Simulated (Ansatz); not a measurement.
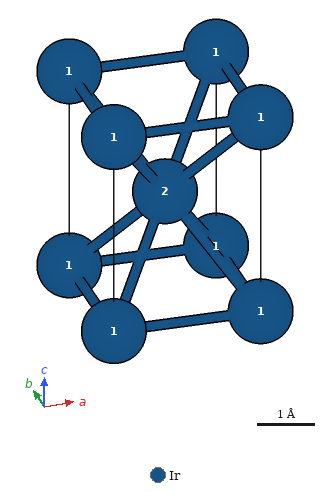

*The structure as given in the input (ball-and-stick view of the reduced cell, seen at an oblique angle; atoms are numbered from 1 in the order of the input).*

**Run report: Ir, geometry relaxation**

Ir (2 atoms in the cell), computed with DFT r2SCAN, scalar-relativistic, plane waves, PAW, no spin polarisation (Ansatz 0.2.0).

The structure derives from a Materials Project entry. It belongs to a series of runs on one base structure; here: film's bulk on the substrate's plane, third vector and atoms relaxed. Figures and captions count atoms from 1; the log counts them from 0 in places.

Input file
```yaml
crystal:
  lattice:
    - [3.8492788677, 0.0, 0.0]
    - [0.0, 3.8492788677, 0.0]
    - [-1.9246394338, 0.0, 1.9190324544]
  atoms:
    - { symbol: Ir, position: [0.0, 0.0, 0.0] }
    - { symbol: Ir, position: [0.5, 0.5, 0.0] }
basis:
  ecutwfc: 500
kpoints:
  mp_grid: { grid: [9, 9, 18] }
hamiltonian:
  xc: r2scan
scf:
  occupations: { method: gaussian, width: 0.1 }
output:
  forces: true
  stress: true
  eigenvalues: true
  write_density: true
  write_potential: true
  elf: true
  volumetric_format: npy
relax:
  adjacent_minimum: "off"
  f_tol: 0.01
  max_steps: 50
  cell: { fix: [a, b, gamma], stress_tol: 0.1 }
```

Command:
```bash
ansatz run input.yaml --threads 8 --pin off --max-ram 20480MiB --backend cpu --events-out ev --progress --plain --runs-dir out
```

The program's output
```
Engine: ansatz 0.2.0, x86_64-unknown-linux-gnu
Pseudopotentials: kind: paw
Pseudopotential: Ir, paw, valence charge 17, recommended cutoff 500 eV (meta_gga), Ir.paw.azcp
Functional definition: r2SCAN
  parameter k0 = 0.174
  parameter k1 = 0.065
  parameter a1 = 4.9479
  exchange = r2scan_x(k0 = k0, k1 = k1, a1 = a1)
  correlation = r2scan_c
Crystal: 2 atoms, lattice volume = 28.434 Å³
Basis set: ecut = 500 eV, 699 PW (Γ), exchange–correlation on 120×120×80 points (64 copies of the dense FFT grid, shifted against one another)
Bands: 21, of which v1, the nominal top of the filled ones, is band 17 counted from 1 (16 counted from 0)
Symmetry: 16 space group operations
Space group: I4/mmm (ITA 139), of the structure as read, at distance tolerance 3.1e-5 Å
k-points: 250 of 1458
Non-local potential: Ir, projectors of the file, l = 0: 3, l = 1: 2, l = 2: 2, l = 3: 1
PAW form: soft (Blöchl's): semilocal exchange-correlation on the pseudo side does not see the compensation charge
PAW frozen core: Ir, regenerated for the run's functional (the file was generated under x = pbe(κ = 0.804, μ = 0.2195149727645171), c = pbe(β = 0.06672455060314922))
PAW one-centre angular grid: Ir, 590 points (default); XC on 160 Gauss nodes
Initial density: superposition of atomic densities (neutral atoms: chi_scale 0, normalization atom), corrected by the library's trained network
Initial wavefunctions: pseudopotential atomic-orbital guess
Functional: x = r2scan, c = r2scan; τ floored in thin density (d = 2e-4 eV/Å³)
SCF iter   1: F=—  HF=-23897.402466 eV  |F-HF|=—  |Δ(HF+E_count)|=         —  Δρ=1.08e-2  dr2=1.43e-2  dr2_τ=7.30e-2  ethr=1.77e-3  ⟨swp⟩=5.1  Hψ=20851  notcnv=0
preconditioner: auto → none  [metal: Δε(μ)=0.019 eV  Ē_g=8.412 eV  σ=0.100 eV  W_gap=0.11  n_scr=6 (ndim 8)  ℏωp=29.5 eV  f_vac=0.000  D(μ)=1.79/eV (n_scr^D=20)  sad-step TF]
SCF iter   2: F=—  HF=-23897.456697 eV  |F-HF|=—  |Δ(HF+E_count)|=   5.42e-2  Δρ=6.52e-3  dr2=5.54e-3  dr2_τ=6.87e-4  ethr=4.21e-5  ⟨swp⟩=2.0  Hψ=10098  notcnv=0  defer=36
SCF iter   3: F=—  HF=-23897.457517 eV  |F-HF|=—  |Δ(HF+E_count)|=   8.20e-4  Δρ=9.21e-4  dr2=1.94e-4  dr2_τ=5.06e-5  ethr=1.63e-5  ⟨swp⟩=2.0  Hψ=7461  notcnv=0  defer=36
SCF iter   4: F=—  HF=-23897.457506 eV  |F-HF|=—  |Δ(HF+E_count)|=   1.12e-5  Δρ=1.42e-4  dr2=2.68e-6  dr2_τ=1.78e-6  ethr=5.71e-7  ⟨swp⟩=2.2  Hψ=7910  notcnv=0  defer=36
SCF iter   5: F=—  HF=-23897.457510 eV  |F-HF|=—  |Δ(HF+E_count)|=   3.70e-6  Δρ=5.42e-5  dr2=4.73e-7  dr2_τ=9.23e-8  ethr=7.90e-9  ⟨swp⟩=2.7  Hψ=9401  notcnv=0  defer=36
SCF iter   6: F=-23897.457510 eV  HF=-23897.457510 eV  |F-HF|=4.53e-8  |Δ(HF+E_count)|=   5.56e-7  Δρ=1.65e-5  dr2=4.93e-8  dr2_τ=2.61e-9  ethr=2.94e-10  ⟨swp⟩=9.5  Hψ=35086  notcnv=0
SCF 1 converged in 6 iterations: F = -23897.457510 eV  dr2 = 4.93e-8
  greatest PAW one-centre occupation: 1.000 electrons in one spin orbital (limit 2), on the Ir atom at site 1 (counted from 0), in its partial waves of l = 0
relax step   1: F+E_penalty+E_count = -23897.45751045 eV  Δ(F+E_penalty+E_count) = +0.000e0 eV  max|allowed force component| = 7.396e-30 eV/Å  Δτ_max = 0.0000 Å  P = -0.476 GPa  Ω = 28.434 Å³  fix = [a, b, gamma]  reactions: a -0.857, b -0.857 GPa  (6 SCF iters, dr2 threshold 1.00e-7 eV, accepted)
Crystal: 2 atoms, lattice volume = 28.469 Å³
Initial density: handed on by an earlier stage of this run
Initial wavefunctions: those handed on with the density
iter 1 solved again at ethr=5.22e-9 eV; its pass at ethr=3.10e-3 eV (dr2=1.78e-6 eV) is discarded
SCF iter   1: F=—  HF=-23897.457322 eV  |F-HF|=—  |Δ(HF+E_count)|=         —  Δρ=1.52e-4  dr2=4.14e-6  dr2_τ=1.92e-4  ethr=5.22e-9  ⟨swp⟩=3.0  Hψ=29188  notcnv=0
preconditioner: auto → none  [metal: Δε(μ)=0.002 eV  Ē_g=8.370 eV  σ=0.100 eV  W_gap=0.01  n_scr=6 (ndim 8)  ℏωp=29.5 eV  f_vac=0.000  D(μ)=1.81/eV (n_scr^D=20)]
SCF iter   2: F=—  HF=-23897.457462 eV  |F-HF|=—  |Δ(HF+E_count)|=   1.40e-4  Δρ=6.89e-5  dr2=9.10e-7  dr2_τ=4.26e-7  ethr=5.22e-9  ⟨swp⟩=2.2  Hψ=9626  notcnv=0
SCF iter   3: F=-23897.457462 eV  HF=-23897.457462 eV  |F-HF|=1.31e-7  |Δ(HF+E_count)|=   1.06e-7  Δρ=3.32e-5  dr2=1.10e-7  dr2_τ=2.22e-8  ethr=5.88e-10  ⟨swp⟩=9.1  Hψ=34740  notcnv=0
SCF 2 converged in 3 iterations: F = -23897.457462 eV  dr2 = 1.10e-7
relax step   2: F+E_penalty+E_count = -23897.45746220 eV  Δ(F+E_penalty+E_count) = +4.825e-5 eV  max|allowed force component| = 1.578e-29 eV/Å  Δτ_max = 0.0000 Å  P = -0.938 GPa  Ω = 28.469 Å³  energy of the carried Pulay correction = -2.553e-5 eV  fix = [a, b, gamma]  (3 SCF iters, dr2 threshold 2.00e-7 eV, rejected (line search))
Crystal: 2 atoms, lattice volume = 28.447 Å³
iter 1 solved again at ethr=3.64e-9 eV; its pass at ethr=3.10e-3 eV (dr2=1.24e-6 eV) is discarded
SCF iter   1: F=—  HF=-23897.457459 eV  |F-HF|=—  |Δ(HF+E_count)|=         —  Δρ=9.98e-5  dr2=2.27e-6  dr2_τ=7.69e-5  ethr=3.64e-9  ⟨swp⟩=3.0  Hψ=28223  notcnv=0
preconditioner: auto → none  [metal: Δε(μ)=0.003 eV  Ē_g=8.380 eV  σ=0.100 eV  W_gap=0.01  n_scr=6 (ndim 8)  ℏωp=29.5 eV  f_vac=0.000  D(μ)=1.81/eV (n_scr^D=20)]
SCF iter   2: F=—  HF=-23897.457513 eV  |F-HF|=—  |Δ(HF+E_count)|=   5.41e-5  Δρ=3.58e-5  dr2=3.06e-7  dr2_τ=2.00e-7  ethr=3.64e-9  ⟨swp⟩=2.0  Hψ=9549  notcnv=0
SCF iter   3: F=—  HF=-23897.457513 eV  |F-HF|=—  |Δ(HF+E_count)|=   9.51e-8  Δρ=1.08e-5  dr2=1.72e-8  dr2_τ=3.60e-9  ethr=9.01e-10  ⟨swp⟩=2.1  Hψ=7526  notcnv=0
SCF iter   4: F=—  HF=-23897.457513 eV  |F-HF|=—  |Δ(HF+E_count)|=   2.22e-9  Δρ=3.08e-6  dr2=4.38e-10  dr2_τ=1.60e-10  ethr=5.07e-11  ⟨swp⟩=2.3  Hψ=8902  notcnv=0
SCF iter   5: F=-23897.457513 eV  HF=-23897.457513 eV  |F-HF|=1.46e-11  |Δ(HF+E_count)|=   1.42e-9  Δρ=4.05e-7  dr2=4.54e-11  dr2_τ=6.30e-12  ethr=1.00e-12  ⟨swp⟩=6.1  Hψ=25197  notcnv=0
SCF 3 converged in 5 iterations: F = -23897.457513 eV  dr2 = 4.54e-11
relax step   3: F+E_penalty+E_count = -23897.45751258 eV  Δ(F+E_penalty+E_count) = -2.129e-6 eV  max|allowed force component| = 3.787e-29 eV/Å  Δτ_max = 0.0000 Å  P = -0.644 GPa  Ω = 28.447 Å³  energy of the carried Pulay correction = -9.306e-6 eV  fix = [a, b, gamma]  reactions: a -0.966, b -0.966 GPa  (5 SCF iters, accepted)
Initial wavefunctions: pseudopotential atomic-orbital guess (no wavefunctions were taken with the density)
iter 1 solved again at ethr=7.62e-9 eV; its pass at ethr=3.10e-3 eV (dr2=2.59e-6 eV) is discarded
SCF iter   1: F=—  HF=-23897.457517 eV  |F-HF|=—  |Δ(HF+E_count)|=         —  Δρ=5.97e-5  dr2=1.77e-8  dr2_τ=1.86e-9  ethr=7.62e-9  ⟨swp⟩=3.9  Hψ=37361  notcnv=0
preconditioner: auto → none  [metal: Δε(μ)=0.003 eV  Ē_g=8.379 eV  σ=0.100 eV  W_gap=0.02  n_scr=6 (ndim 8)  ℏωp=29.5 eV  f_vac=0.000  D(μ)=1.81/eV (n_scr^D=20)]
SCF iter   2: F=—  HF=-23897.457521 eV  |F-HF|=—  |Δ(HF+E_count)|=   3.51e-6  Δρ=2.98e-5  dr2=4.42e-9  dr2_τ=8.18e-8  ethr=5.21e-11  ⟨swp⟩=2.0  Hψ=7098  notcnv=0
SCF iter   3: F=—  HF=-23897.457522 eV  |F-HF|=—  |Δ(HF+E_count)|=   1.37e-6  Δρ=9.87e-7  dr2=2.23e-10  dr2_τ=7.86e-11  ethr=1.30e-11  ⟨swp⟩=2.0  Hψ=7350  notcnv=0
SCF iter   4: F=-23897.457522 eV  HF=-23897.457522 eV  |F-HF|=1.82e-11  |Δ(HF+E_count)|=  1.31e-10  Δρ=1.85e-7  dr2=4.98e-12  dr2_τ=1.25e-12  ethr=1.00e-12  ⟨swp⟩=6.1  Hψ=23429  notcnv=0
SCF 4 converged in 4 iterations: F = -23897.457522 eV  dr2 = 4.98e-12
relax step   4: F+E_penalty+E_count = -23897.45752233 eV  Δ(F+E_penalty+E_count) = -9.758e-6 eV  max|allowed force component| = 2.288e-29 eV/Å  Δτ_max = 0.0000 Å  P = -0.643 GPa  Ω = 28.447 Å³  fix = [a, b, gamma]  reactions: a -0.966, b -0.966 GPa  stress off target by 1.87e-3 GPa on what of the cell is left free  SCF on the basis re-selected at this cell (its energy is not comparable with the rows above)  (4 SCF iters)
```

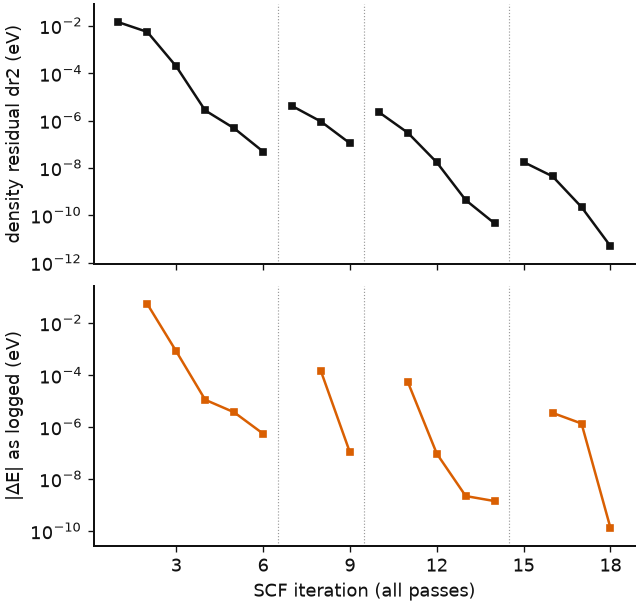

*Convergence of the self-consistent field: density residual dr2 and size of the energy change against the SCF iteration. The dotted lines part the SCF passes of the relaxation: geometry steps, rejected trials and re-solves on a re-selected basis.*

The passes take 6, 3, 5 and 4 iterations.

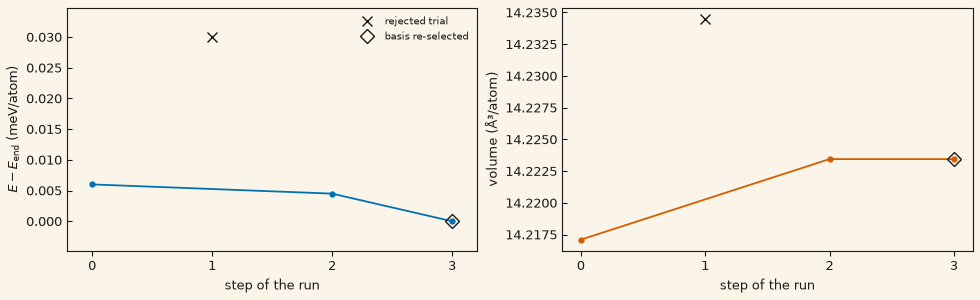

*Progress of the relaxation, step by step (the first geometry is step 0 here and step 1 in the log).*

The atoms keep their places relative to the cell (all moves are under 0.005 Å). The energy falls by next to nothing (0.0 meV per atom) in 2 geometry steps. All forces vanish by symmetry, so only the cell relaxes. The pressure goes from −0.48 to −0.64 GPa. The line search rejected the trial step at point 1 (counted from 0) and went back. A last SCF at the same geometry on a re-selected plane-wave basis shifts the energy by next to nothing (0.0 meV per atom).

```
basis re-selected at this cell: Δ(F+E_penalty+E_count) = -9.758e-6 eV, ΔP = +0.000 GPa vs the last step (what re-selecting the basis moved, of the pressure what is left beyond the Pulay correction that the steps carried, after the strain that the cell walked since its last selection, with what the two solves' SCF thresholds leave and, on support functions, any second-order correction that the steps lacked; it is no measure of the basis error at this ecutwfc). This SCF's stress stands 1.87e-3 GPa from its target on what of the cell is left free (relax.cell.stress_tol is 1.00e-1 GPa) and its largest allowed force component is 2.29e-29 eV/Å (relax.f_tol is 1.00e-2 eV/Å): within both
SCF converged after 4 iterations
Free energy (F): -23897.457522 eV
Harris-Foulkes:  -23897.457522 eV  (|F-HF|=1.82e-11)
Internal energy: -23897.448486 eV  (E = F + TS)
E sigma→0 (E₀):  -23897.453004 eV
Entropy (-TS):   -0.009036 eV (-4.518 meV/atom)
Fermi energy:    25.424295 eV
--- Per-component energies (eV) ---
  E_band       = -206.484037
  E_kinetic    = 1246.826708
  E_local      = -2144.575899  (includes V_loc(G=0)·N_el)
  E_nonlocal   = 147.808874
  E_hartree    = 824.243336
  E_xc         = -510.919780
  E_vxc        = -667.118483  (∫ρ·V_xc dr)
  E_paw        = -18499.368907  (= ΣΔE_a)
  E_vpaw       = -479.324861  (= ΣTr[D̂ρ^β])
  E_aug_tail   = -0.000033  (compensation charges beyond the density's cutoff)
  E_vtau       = 41.412886  (kinetic-family band-sum trace: ∫τ·v_τ [+ j·A + Jᵃ·Aᵃ] dr)
  E_ewald      = -4960.828998
  E_core_change = -0.633787  (= ΣΔE_core)
  E_smearing   = -0.009036  (= −TS)
  E_closure    = 0.000000  (closes the sum)
  Σ components = -23897.457522   (vs F -23897.457522, Δ=0.00e0)
--- Forces (eV/Å), atoms counted from 1 ---
  atom   1  Ir     0.00000000    -0.00000000     0.00000000
  atom   2  Ir    -0.00000000    -0.00000000     0.00000000
  max |Σ_I F_I| component: 4.58e-29 eV/Å
--- Stress (GPa, compression-positive) ---
       -0.965855      -0.000000       0.000000
       -0.000000      -0.965855       0.000000
        0.000000       0.000000       0.001869
  P = ⅓ Tr σ = -0.6433 GPa (-6.433 kbar)
--- Band table (eV; the first three rows and the last of 250) ---
  k-point 0: bands = ["-69.5228", "-69.4255", "-26.1440", "-25.6652", "-25.6630", "-25.3583", "-25.3583", "-25.3557", "13.9542", "17.2639", "17.8422", "21.4223", "21.4223", "21.4555", "24.1025", "24.1463", "26.2461", "26.9551", "26.9882", "27.1567", "36.4292"]
  k-point 1: bands = ["-69.5198", "-69.4255", "-26.1298", "-25.6779", "-25.6662", "-25.3812", "-25.3678", "-25.3678", "14.1470", "17.4115", "17.9723", "21.3063", "21.5290", "21.5290", "23.9791", "24.1586", "25.3371", "25.9858", "26.9558", "28.8827", "35.6793"]
  k-point 2: bands = ["-69.5113", "-69.4255", "-26.0890", "-25.7206", "-25.6687", "-25.4541", "-25.3952", "-25.3952", "14.7079", "17.8274", "18.3598", "20.8987", "21.8467", "21.8467", "23.5207", "23.7211", "24.3226", "25.2750", "26.9576", "30.7102", "34.8046"]
  k-point 249: bands = ["-69.4588", "-69.4488", "-25.9583", "-25.9170", "-25.7101", "-25.6440", "-25.4867", "-25.4515", "18.3349", "18.9705", "20.1863", "20.1879", "20.5661", "21.0799", "22.7814", "23.0524", "23.5429", "24.1451", "27.4603", "28.4042", "37.5650"]
--- Relaxed structure (3 steps of the walk, 2 accepted, 1 SCFs on fresh bases) ---
  F+E_penalty+E_count = -23897.45752233 eV   max|allowed force component| = 2.288e-29 eV/Å   (the final SCF, on the basis selected at the relaxed cell)
  cell:  # Å, volume = 28.4469 Å³
    - [3.8492788677, 1.1134661471261668e-26, -5.014605721434539e-11]
    - [1.1132176592743595e-26, 3.8492788677, -1.9074262050524003e-19]
    - [-1.9246394338249888, -9.509347417995259e-20, 1.919888980244686]
  atoms:
    - { symbol: Ir, position: [0.0, 0.0, 0.0] }
    - { symbol: Ir, position: [0.5000000000000001, 0.5000000000000001, 1.6155871338926322e-27] }
```

Trajectory as extended XYZ (Å, eV, eV/Å), 4 frames, from step=1 to step=4
```
2
Lattice="3.8493 0.0000 0.0000 0.0000 3.8493 0.0000 -1.9246 0.0000 1.9190" Properties=species:S:1:pos:R:3:forces:R:3 step=1 energy=-23897.45751 pressure_GPa=-0.48
Ir    0.0000    0.0000    0.0000    0.0000   0.0000   0.0000
Ir    1.9246    1.9246    0.0000    0.0000   0.0000   0.0000
2
Lattice="3.8493 0.0000 0.0000 0.0000 3.8493 0.0000 -1.9246 0.0000 1.9214" Properties=species:S:1:pos:R:3:forces:R:3 step=2 energy=-23897.45746 pressure_GPa=-0.94 accepted=F
Ir    0.0000    0.0000    0.0000    0.0000   0.0000   0.0000
Ir    1.9246    1.9246    0.0000    0.0000   0.0000   0.0000
2
Lattice="3.8493 0.0000 0.0000 0.0000 3.8493 0.0000 -1.9246 0.0000 1.9199" Properties=species:S:1:pos:R:3:forces:R:3 step=3 energy=-23897.45751 pressure_GPa=-0.64
Ir    0.0000    0.0000    0.0000    0.0000   0.0000   0.0000
Ir    1.9246    1.9246    0.0000    0.0000   0.0000   0.0000
2
Lattice="3.8493 0.0000 0.0000 0.0000 3.8493 0.0000 -1.9246 0.0000 1.9199" Properties=species:S:1:pos:R:3:forces:R:3 step=4 energy=-23897.45752 pressure_GPa=-0.64
Ir    0.0000    0.0000    0.0000    0.0000   0.0000   0.0000
Ir    1.9246    1.9246    0.0000    0.0000   0.0000   0.0000
```

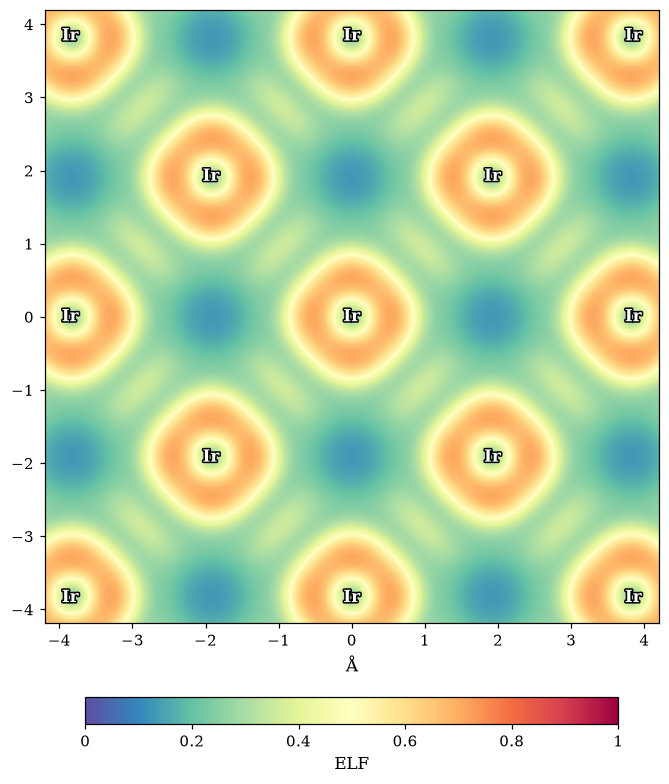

*ELF on the (010) plane of the conventional cell.*

The section cuts through Ir sites. Ir–Ir (2.72 Å): the ELF is about 0.35 at the midpoint, as expected for nearly free electrons, as in a simple metal. The strong features right at Ir lie inside the PAW spheres (semicore, d or f shells) and say nothing about bonding. Core electrons are frozen (PAW), so the fields are smoothed inside the atomic spheres.

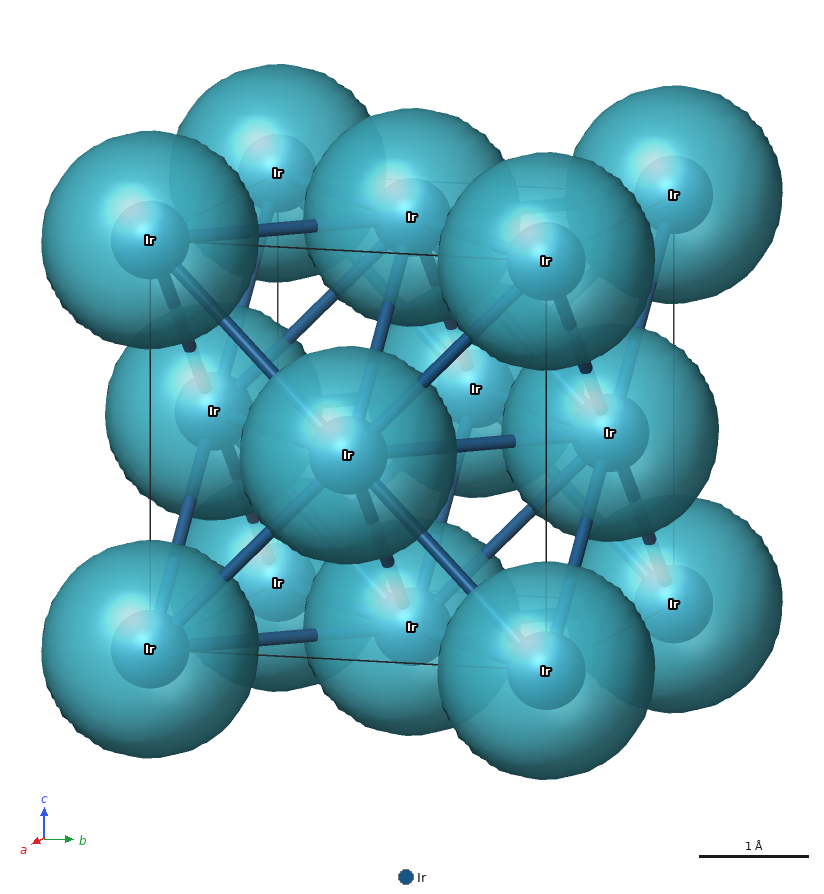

*Isosurface of the valence electron density at 0.8 e/Å³ (cyan), seen slightly off an axis. Sticks mark near contacts. The outline is the cell set on symmetry axes.*

At this value the density breaks into separate islands; it holds about 75 % of the electrons treated as valence (semicore included). It is pinched off along the Ir–Ir (2.72 Å) contacts. On the grid the lowest density along these lines, outside the cores, is 0.44 e/Å³ (Ir–Ir, 2.72 Å).

Key numbers

```tsv
quantity	value
outcome	converged
space group (tolerance 0.01 Å)	I4/mmm (139)
electrons treated	34
free energy	−23897.4575 eV
Fermi energy	25.424 eV
gap on the k-point mesh	none (metallic)
pressure	−0.64 GPa
final volume	28.45 Å³
largest force (length of the vector) at the end	under 0.001 eV/Å
final cell	a = 3.849 Å, b = 3.849 Å, c = 2.718 Å, α = 90.00°, β = 135.07°, γ = 90.00°
hardware	8 threads of Intel Xeon @ 2.70GHz, 189 GiB of memory available, shared host
wall time	10 s (CPU time 65 s)
peak memory	0.62 GiB
```

Spin–orbit coupling is left out, which matters for Ir.
